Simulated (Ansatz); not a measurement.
# C₁₀O: single-point calculation

- system: C₁₀O (slab, 11 atoms in the cell)
- method: DFT PBE+D3(BJ), scalar-relativistic, plane waves, PAW, no spin polarisation (Ansatz 0.2.0)

The structure derives from a Materials Project entry. It belongs to a series of runs on one base structure; here: O lifted by +1.20 A from its best place. Figures and captions count atoms from 1; the log counts them from 0 in places.

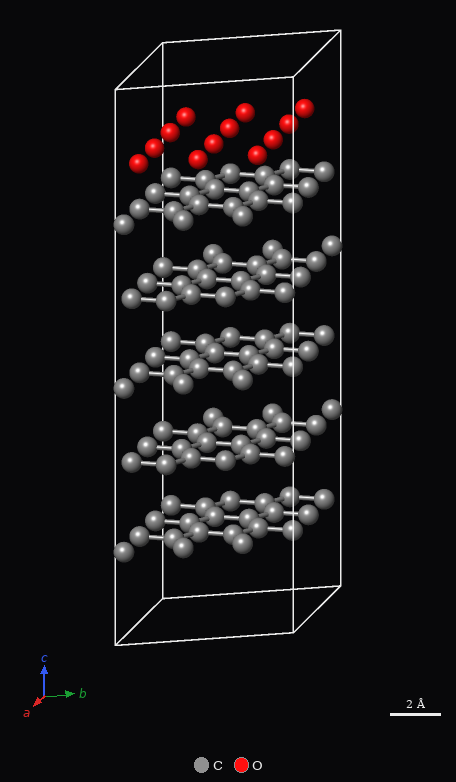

Figure 1. The input geometry (ball-and-stick view of the 3 × 3 repeat of the cell, with the vacuum cut short, seen slightly off an axis). An atom can appear more than once, as a periodic image.

**Input**
```yaml
crystal:
  lattice:
    - [2.4655379958, 0.0, 0.0]
    - [-1.2327689979, 2.1341461202, 0.0]
    - [0.0, 0.0, 32.5979677131]
  atoms:
    - { symbol: C, position: [0.0833101794, 0.1666203587, 0.2607524516] }
    - { symbol: C, position: [0.4166898207, 0.8333796413, 0.2607524516] }
    - { symbol: C, position: [0.5833101794, 0.1666203587, 0.3650391123] }
    - { symbol: C, position: [0.9166898206, 0.8333796413, 0.3650391123] }
    - { symbol: C, position: [0.0833101794, 0.1666203587, 0.469323241] }
    - { symbol: C, position: [0.4166898207, 0.8333796413, 0.469323241] }
    - { symbol: C, position: [0.5833101794, 0.1666203587, 0.5736099016] }
    - { symbol: C, position: [0.9166898206, 0.8333796413, 0.5736099016] }
    - { symbol: C, position: [0.0833101794, 0.1666203587, 0.6778940303] }
    - { symbol: C, position: [0.4166898207, 0.8333796413, 0.6778940303] }
    - { symbol: O, position: [0.0833101794, 0.4166203587, 0.7541678345] }
basis:
  ecutwfc: 420
kpoints:
  mp_grid: { grid: [12, 12, 1] }
hamiltonian:
  xc: pbe
  dispersion: d3bj
scf:
  occupations: { method: gaussian, width: 0.1 }
output:
  forces: true
  stress: true
  eigenvalues: true
  write_density: true
  write_potential: true
  elf: true
  volumetric_format: npy
efield:
  axis: 3
  dipole_correction: true
  ramp_width: 0.04
```

Hardware: 2 threads of AMD EPYC (Zen 5), 32 GiB of memory available, shared host.

Run as:
```bash
ansatz run input.yaml --threads 2 --pin off --max-ram 5120MiB --backend cpu --events-out ev --progress --plain --runs-dir out
```

**What the program printed**
```
Engine: ansatz 0.2.0, x86_64-unknown-linux-gnu
Pseudopotentials: kind: paw
Pseudopotential: C, paw, valence charge 4, recommended cutoff 420 eV (normal), C.paw.azcp
Pseudopotential: O, paw, valence charge 6, recommended cutoff 420 eV (normal), O.paw.azcp
Functional definition: PBE
  parameter kappa = 0.804
  parameter beta = 0.06672455060314922
  exchange = pbe_x(kappa = kappa, mu = beta*pi^2/3)
  correlation = pbe_c(beta = beta)
Crystal: 11 atoms, lattice volume = 171.525 Å³
Basis set: ecut = 420 eV, 3239 PW (Γ), exchange–correlation on 36×36×450 points (8 copies of the dense FFT grid, shifted against one another)
Bands: 34, of which v1, the nominal top of the filled ones, is band 23 counted from 1 (22 counted from 0)
Symmetry: 1 space group operations
Space group: P1 (ITA 1), of the structure as read, at distance tolerance 5.6e-5 Å
k-points: 74 of 144 (time reversal used)
Non-local potential: C, projectors of the file, l = 0: 2, l = 1: 2, l = 2: 1
Non-local potential: O, projectors of the file, l = 0: 2, l = 1: 2, l = 2: 1
PAW form: soft (Blöchl's): semilocal exchange-correlation on the pseudo side does not see the compensation charge
PAW one-centre angular grid: C, 110 points (default); XC on 64 Gauss nodes
PAW one-centre angular grid: O, 110 points (default); XC on 64 Gauss nodes
Initial density: superposition of atomic densities (neutral atoms: chi_scale 0, normalization atom), corrected by the library's trained network
Initial wavefunctions: pseudopotential atomic-orbital guess
Functional: x = pbe(κ = 0.804, μ = 0.2195149727645171), c = pbe(β = 0.06672455060314922)
SCF iter   1: F=—  HF=-3072.809969 eV  |F-HF|=—  |Δ(HF+E_count)|=         —  Δρ=5.48e-3  dr2=8.46e-1  ethr=1.77e-3  p=-0.124 e·Å  D=-1.31e-1 V/Å  ΔV_dip=4.27 eV  dr2_dipole=6.22e-1  V_vac-E_F(+/−)=9.25/4.98 eV  ⟨swp⟩=9.7  Hψ=14986  notcnv=0  defer=176
efield: sawtooth ramp at fractional position 0.9875 (placed from the atoms, in the widest stretch of the axis that holds none; the zero of the levels goes with the place), width 0.0400; the density the first Hamiltonian is built on has a dipole p = -0.124 e·Å; the dipole correction subtracts the counter field D = -1.31e-1 V/Å, which shifts the + side's vacuum level by +4.27 eV against the − side's; the planar-averaged density in the ramp window peaks in size at 2.9e-5 e/Å³
preconditioner: auto → LDOS  [metal: Δε(μ)=0.019 eV  Ē_g=14.662 eV  σ=0.100 eV  W_gap=0.11  n_scr=22 (ndim 8)  ℏωp=19.2 eV  f_vac=0.413  D(μ)=3.03/eV (n_scr^D=18)  β→1.0]
SCF iter   2: F=—  HF=-3072.787407 eV  |F-HF|=—  |Δ(HF+E_count)|=   2.26e-2  Δρ=3.72e-3  dr2=1.50e-1  ethr=1.77e-3  p=-0.166 e·Å  D=-1.76e-1 V/Å  ΔV_dip=5.72 eV  dr2_dipole=1.46e-1  V_vac-E_F(+/−)=9.16/3.43 eV  ⟨swp⟩=2.2  Hψ=3325  notcnv=0  defer=265
SCF iter   3: F=—  HF=-3072.779241 eV  |F-HF|=—  |Δ(HF+E_count)|=   8.17e-3  Δρ=1.76e-3  dr2=9.84e-2  ethr=3.27e-4  p=-0.125 e·Å  D=-1.32e-1 V/Å  ΔV_dip=4.31 eV  dr2_dipole=1.01e-1  V_vac-E_F(+/−)=9.17/4.86 eV  ⟨swp⟩=2.7  Hψ=3982  notcnv=0  defer=315
SCF iter   4: F=—  HF=-3072.770012 eV  |F-HF|=—  |Δ(HF+E_count)|=   9.23e-3  Δρ=1.08e-3  dr2=1.70e-2  ethr=2.14e-4  p=-0.139 e·Å  D=-1.46e-1 V/Å  ΔV_dip=4.76 eV  dr2_dipole=1.53e-2  V_vac-E_F(+/−)=9.18/4.42 eV  ⟨swp⟩=1.4  Hψ=2553  notcnv=0  defer=306
SCF iter   5: F=—  HF=-3072.769344 eV  |F-HF|=—  |Δ(HF+E_count)|=   6.68e-4  Δρ=5.82e-4  dr2=3.92e-3  ethr=3.70e-5  p=-0.144 e·Å  D=-1.51e-1 V/Å  ΔV_dip=4.94 eV  dr2_dipole=2.93e-3  V_vac-E_F(+/−)=9.18/4.25 eV  ⟨swp⟩=1.1  Hψ=2769  notcnv=0  defer=283
SCF iter   6: F=—  HF=-3072.769154 eV  |F-HF|=—  |Δ(HF+E_count)|=   1.90e-4  Δρ=3.85e-4  dr2=9.13e-4  ethr=8.51e-6  p=-0.143 e·Å  D=-1.51e-1 V/Å  ΔV_dip=4.93 eV  dr2_dipole=5.23e-4  V_vac-E_F(+/−)=9.18/4.25 eV  ⟨swp⟩=1.2  Hψ=2172  notcnv=0  defer=283
SCF iter   7: F=—  HF=-3072.769137 eV  |F-HF|=—  |Δ(HF+E_count)|=   1.70e-5  Δρ=1.41e-4  dr2=5.55e-4  ethr=1.99e-6  p=-0.142 e·Å  D=-1.50e-1 V/Å  ΔV_dip=4.89 eV  dr2_dipole=3.01e-4  V_vac-E_F(+/−)=9.19/4.30 eV  ⟨swp⟩=1.6  Hψ=2260  notcnv=0  defer=283
SCF iter   8: F=—  HF=-3072.769112 eV  |F-HF|=—  |Δ(HF+E_count)|=   2.48e-5  Δρ=9.55e-5  dr2=6.11e-5  ethr=1.21e-6  p=-0.143 e·Å  D=-1.51e-1 V/Å  ΔV_dip=4.91 eV  dr2_dipole=6.28e-6  V_vac-E_F(+/−)=9.19/4.27 eV  ⟨swp⟩=1.1  Hψ=2169  notcnv=0  defer=283
SCF iter   9: F=—  HF=-3072.769027 eV  |F-HF|=—  |Δ(HF+E_count)|=   8.47e-5  Δρ=7.65e-5  dr2=7.21e-5  ethr=1.33e-7  p=-0.143 e·Å  D=-1.51e-1 V/Å  ΔV_dip=4.92 eV  dr2_dipole=6.23e-5  V_vac-E_F(+/−)=9.19/4.27 eV  ⟨swp⟩=1.9  Hψ=2765  notcnv=0  defer=284
SCF iter  10: F=—  HF=-3072.769025 eV  |F-HF|=—  |Δ(HF+E_count)|=   2.74e-6  Δρ=4.08e-5  dr2=1.83e-5  ethr=1.33e-7  p=-0.143 e·Å  D=-1.51e-1 V/Å  ΔV_dip=4.91 eV  dr2_dipole=1.53e-5  V_vac-E_F(+/−)=9.19/4.27 eV  ⟨swp⟩=1.0  Hψ=2158  notcnv=0  defer=284
SCF iter  11: F=—  HF=-3072.769024 eV  |F-HF|=—  |Δ(HF+E_count)|=   5.96e-7  Δρ=1.07e-5  dr2=1.25e-6  ethr=3.99e-8  p=-0.143 e·Å  D=-1.51e-1 V/Å  ΔV_dip=4.91 eV  dr2_dipole=1.03e-6  V_vac-E_F(+/−)=9.19/4.28 eV  ⟨swp⟩=1.2  Hψ=2204  notcnv=0  defer=284
SCF iter  12: F=-3072.769024 eV  HF=-3072.769024 eV  |F-HF|=3.58e-8  |Δ(HF+E_count)|=   2.00e-7  Δρ=2.66e-6  dr2=3.90e-8  ethr=2.17e-10  p=-0.143 e·Å  D=-1.51e-1 V/Å  ΔV_dip=4.91 eV  dr2_dipole=3.19e-8  V_vac-E_F(+/−)=9.19/4.28 eV  ⟨swp⟩=25.3  Hψ=26227  notcnv=0
SCF 1 converged in 12 iterations: F = -3072.769024 eV  dr2 = 3.90e-8
  greatest PAW one-centre occupation: 0.894 electrons in one spin orbital (limit 2), on the O atom at site 10 (counted from 0), in its partial waves of l = 0
```

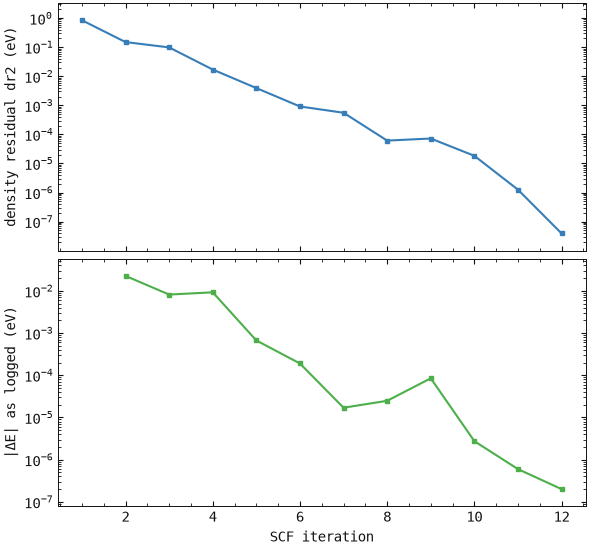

Figure 2. Convergence of the self-consistent field: density residual dr2 and size of the energy change against the SCF iteration. The residual falls almost steadily, with no more than small rises.

```
WARN: The output density's exchange-correlation potential varies sharply where the density is thin. Do not read a vacuum level from v_tot or v_xc, or from such a field of the output density. On a cell that repeats whose density bears no net charge and no dipole along the vacuum's axis use v_es (v_loc + v_h of the components); under efield.dipole_correction with no amplitude use v_es + v_field, which holds any external_charges[].barrier, or the levels of the report's work_function block, which leave it out; under a non-zero efield.amplitude the vacuum is tilted and has no level; on a cell that repeats and bears such a dipole with no correction it is tilted too, and efield.dipole_correction with no amplitude gives each side of its ramp a level where efield: is served; in a cell that repeats whose density bears a net charge (total_charge, or a fill off its count) it is curved and has none; of a slab under crystal.periodic whose density bears no net charge use v_es, which has a level on each side, short of where the two are joined; of another it falls or rises all the way out and has none; of a slab beside external_charges read slab_vacuum_level instead, which it has where they leave it neutral. The grid or the basis barely resolves most such structure, and the values can differ between equally converged runs; as a rule a tighter scf.convergence.dr2_threshold does not remove it. Where the density itself ripples (under the LDA too) a higher basis.ecutwfc lessens it. The files hold the spikes' plane waves up to the density's cutoff. Files: v_tot_of_output_density and the like, and their columns of v_z.tsv (output.write_potential); v_xc_of_output_density and the like, and their columns of v_comp_z.tsv (output.write_potential_components). Measured: with its Gaussian average of σ = 0.25 Å subtracted twice, the exchange-correlation potential is over 0.1 eV at 9 of the grid points where the equally averaged density (valence and model cores) is under 1e-3 e/Å³, and 0.119 eV at the most among them, at an averaged density of 5.5e-8 e/Å³. The input density's (outcome.potential() and, of a run that writes arrays, v_tot and v_xc) is over 0.1 eV, so measured, at 104 points of its own thin density, 0.154 eV at the most. See output.write_potential in the manual, Limitations
SCF converged after 12 iterations
Free energy (F): -3072.769024 eV
Harris-Foulkes:  -3072.769024 eV  (|F-HF|=3.58e-8)
Internal energy: -3072.754012 eV  (E = F + TS)
E sigma→0 (E₀):  -3072.761518 eV
Entropy (-TS):   -0.015012 eV (-1.365 meV/atom)
Fermi energy:    0.666411 eV
Dipole field:    D = -0.150319 V/Å  (p = -0.142488 e·Å, saw-weighted, corrected)
Work function:   Φ+ = 9.1810 eV   Φ− = 4.2806 eV
Levels:          The Fermi level and band energies are counted from a zero that moves with the ramp; work functions are not
--- Per-component energies (eV) ---
  E_band       = -366.309811
  E_kinetic    = 1072.168937
  E_local      = -36383.239953  (includes V_loc(G=0)·N_el)
  E_nonlocal   = 321.902491
  E_hartree    = 17703.315235
  E_xc         = -549.765696
  E_vxc        = -683.000169  (∫ρ·V_xc dr)
  E_paw        = -1148.871522  (= ΣΔE_a)
  E_vpaw       = -100.572391  (= ΣTr[D̂ρ^β])
  E_aug_tail   = 0.002181  (compensation charges beyond the density's cutoff)
  E_efield     = 0.010709  (sawtooth field / dipole correction)
  E_vefield    = -0.200113  (∫n·V_field dr)
  E_ewald      = 15913.247799
  E_disp       = -1.524195  (pairwise vdW)
  E_smearing   = -0.015012  (= −TS)
  E_closure    = -0.000000  (closes the sum)
  Σ components = -3072.769024   (vs F -3072.769024, Δ=0.00e0)
--- Forces (eV/Å), atoms counted from 1 ---
  atom   1  C     -0.00013615     0.00234826     0.00147132
  atom   2  C      0.00013605    -0.00233775     0.00148605
  atom   3  C     -0.00010430    -0.00100908    -0.00122327
  atom   4  C      0.00010329     0.00101542    -0.00116499
  atom   5  C     -0.00053142     0.00381653     0.00293028
  atom   6  C      0.00050825    -0.00383169     0.00298471
  atom   7  C     -0.00100721    -0.03661946    -0.00906352
  atom   8  C      0.00014253     0.03655734    -0.00934757
  atom   9  C     -0.03178574    -0.05808357     0.05207241
  atom  10  C     -0.06034828     0.05161626    -0.17935643
  atom  11  O      0.09302411     0.00652844     0.13915648
  max |Σ_I F_I| component: 5.45e-5 eV/Å
--- Stress (GPa, compression-positive) ---
       -2.726176       0.083415       0.218915
        0.083415      -1.886626       0.015282
        0.218916       0.015281       0.325586
  P = ⅓ Tr σ = -1.4291 GPa (-14.291 kbar)
--- Band table (eV; the first three rows and the last of 74) ---
  k-point 0: bands = ["-18.9388", "-18.8603", "-18.7755", "-18.7047", "-18.2922", "-16.4477", "-7.6422", "-7.2651", "-6.7677", "-6.2762", "-5.9115", "-2.3679", "-2.3572", "-2.3486", "-2.3423", "-2.3266", "-2.3211", "-2.2745", "-2.2701", "-1.8026", "-1.7989", "-0.8023", "1.8613", "1.8661", "4.2410", "5.3524", "5.9496", "6.7377", "7.9735", "8.8026", "8.9960", "9.0164", "9.0308", "9.0346"]
  k-point 1: bands = ["-18.7736", "-18.6957", "-18.6118", "-18.5415", "-18.1297", "-16.3488", "-7.4420", "-7.0670", "-6.5728", "-6.0848", "-5.7230", "-3.0109", "-2.9939", "-2.9723", "-2.9213", "-2.7082", "-2.6883", "-2.6661", "-2.6140", "-2.4461", "-2.1409", "-0.7202", "1.5330", "1.8035", "4.4620", "5.5551", "6.1673", "6.9347", "8.1670", "8.9707", "9.0832", "9.1137", "9.1413", "9.1753"]
  k-point 2: bands = ["-18.2799", "-18.2038", "-18.1222", "-18.0536", "-17.6448", "-16.0658", "-6.8463", "-6.4778", "-5.9935", "-5.5165", "-5.1642", "-4.6575", "-4.6333", "-4.6092", "-4.5585", "-4.0781", "-3.5048", "-3.4838", "-3.4612", "-3.4091", "-2.9336", "-0.4897", "0.6797", "1.6353", "5.1242", "6.1620", "6.8185", "7.5213", "8.6935", "8.9623", "9.0845", "9.0872", "9.1345", "9.5517"]
  k-point 73: bands = ["-14.7998", "-13.6075", "-13.5980", "-13.5765", "-13.5213", "-12.9713", "-12.5689", "-12.5550", "-12.5335", "-12.4752", "-11.9715", "-5.7479", "-5.7339", "-5.7128", "-5.6602", "-5.1757", "-2.6904", "-1.7400", "-1.7345", "-1.6923", "-1.6400", "-1.3787", "0.8153", "0.9856", "2.3615", "2.4080", "2.4789", "2.5584", "3.2014", "8.0714", "8.0789", "8.1005", "8.1582", "8.7036"]
```

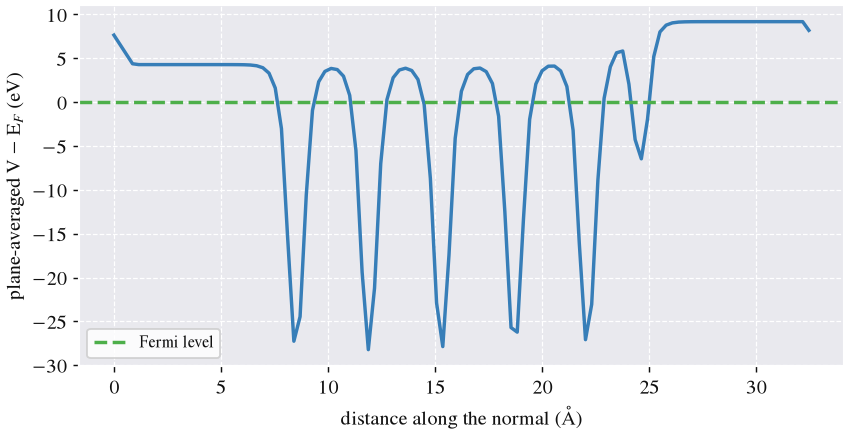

Figure 3. Plane average of the electrostatic potential energy of an electron across the cell, from the Fermi level. The vacuum level lies 9.18 eV above the Fermi level on the upper side and 4.28 eV on the lower.

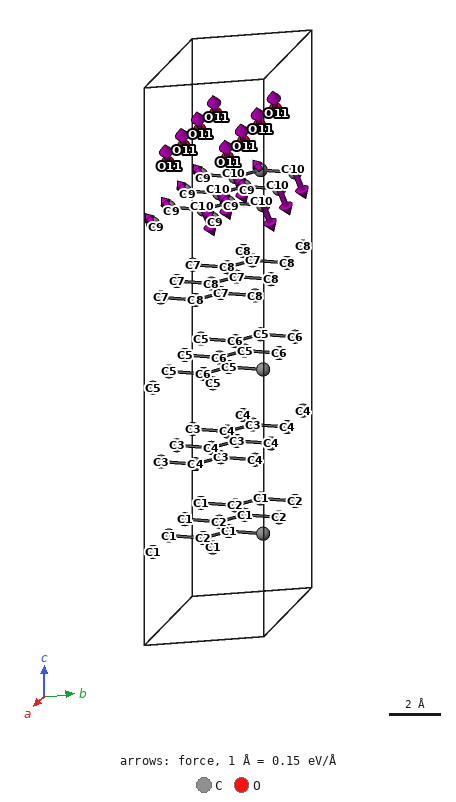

Figure 4. Forces on the atoms as pink arrows (ball-and-stick view of the 3 × 2 repeat of the cell, with the vacuum cut short, seen slightly off an axis; atoms are numbered from 1 in the order of the input); the smallest are left out. The largest act on C10 (0.20 eV/Å); O11 (0.17 eV/Å); C9 (0.08 eV/Å). The geometry is not a stationary point of this energy.

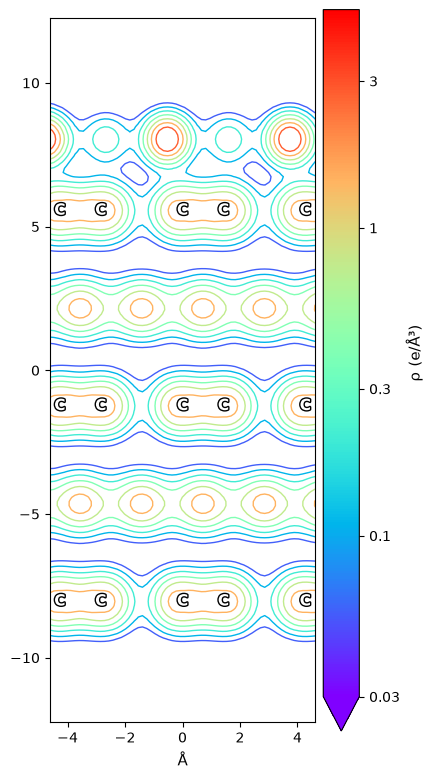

Figure 5. Valence pseudo-density on the (110) plane of the calculation cell, a cut from vacuum to vacuum. C–C (1.42 Å): ρ at the midpoint is about 2 e/Å³. The density dies away to nearly zero in the vacuum. In a PAW calculation such maps are meaningful between the atoms, not at the nuclei.

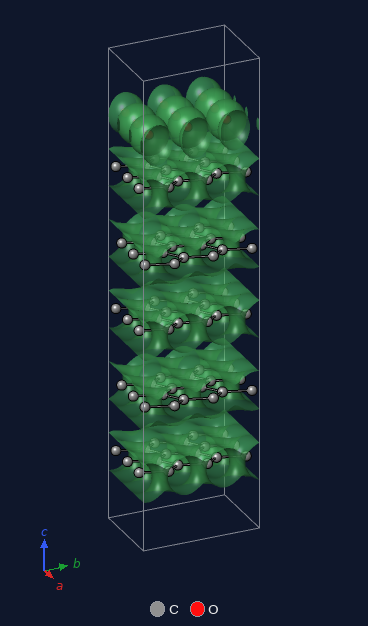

Figure 6. Isosurface of the valence charge density (pseudo) at 0.3 e/Å³ (green), seen slightly off an axis. Sticks mark near contacts. At this value the density is joined into sheets; it holds about 85 % of the electrons treated as valence. It is pinched off along the O–O (2.46 Å) and C–O (2.56 Å) contacts. On the grid the lowest density along these lines, outside the cores, is 2 e/Å³ (C–C, 1.42 Å), 0.15 e/Å³ (O–O, 2.46 Å) and 0.16 e/Å³ (C–O, 2.56 Å).

**Results in brief**

```csv
quantity,value
outcome,converged
electrons treated,46
free energy,−3072.7690 eV
"work function, top face",9.18 eV
"work function, bottom face",4.28 eV
Fermi energy,0.666 eV
gap on the k-point mesh,none (metallic)
work function (upper face),9.18 eV
largest force (length of the vector),0.196 eV/Å
wall time,7.8 s (CPU time 15 s)
peak memory,0.68 GiB
```

The program warns: the exchange-correlation potential is rough where the density is thin.
